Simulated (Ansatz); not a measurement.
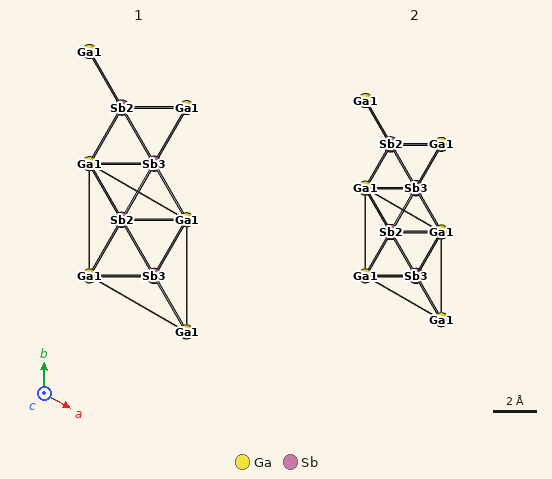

Two geometries of crystalline GaSb₂ (a generated structure, set up in P6/mmm) (coarse preliminary run), drawn at one scale. One is the start of a relaxation, the other its converged end. The picture is a ball-and-stick view of the cell of the calculation, repeated 1 × 2 × 1 with one cell outlined, seen along the c axis.

Theory: DFT PBE, scalar-relativistic, plane waves, PAW in Ansatz 0.2.0. Settings: plane-wave cutoff 420 eV; k-point mesh 6 × 6 × 4; occupations gaussian; smearing width 0.1 eV; no spin polarisation; cell and atoms relaxed; force threshold 0.04 eV/Å; at most 70 steps.

Which of the two is the end point?

Structure 1 is the relaxed one. The atoms keep their places relative to the cell (all moves are under 0.005 Å). Cell: a = b 4.111 → 5.261 Å (+28.0 %), c 4.557 → 3.286 Å (−27.9 %). Volume +18.1 %. Near-neighbour distances that change, for instance: Sb2–Sb3 2.374 → 3.037 Å, Ga1–Sb2 3.290 → 3.453 Å. The space group stays P6/mmm (No. 191). After 12 accepted moves (15 points after the start) the energy has fallen by 5.891 eV per cell of the calculation. All forces vanish by symmetry, so only the cell relaxes. Pressure: 47.80 GPa at the start and −0.06 GPa at the end. The line search rejected the trial step at point 9 of the run. The SCF was repeated twice at an unchanged geometry on a basis and grid sized afresh for the cell, which shifted the energy by 0.238 eV per cell of the calculation at most.
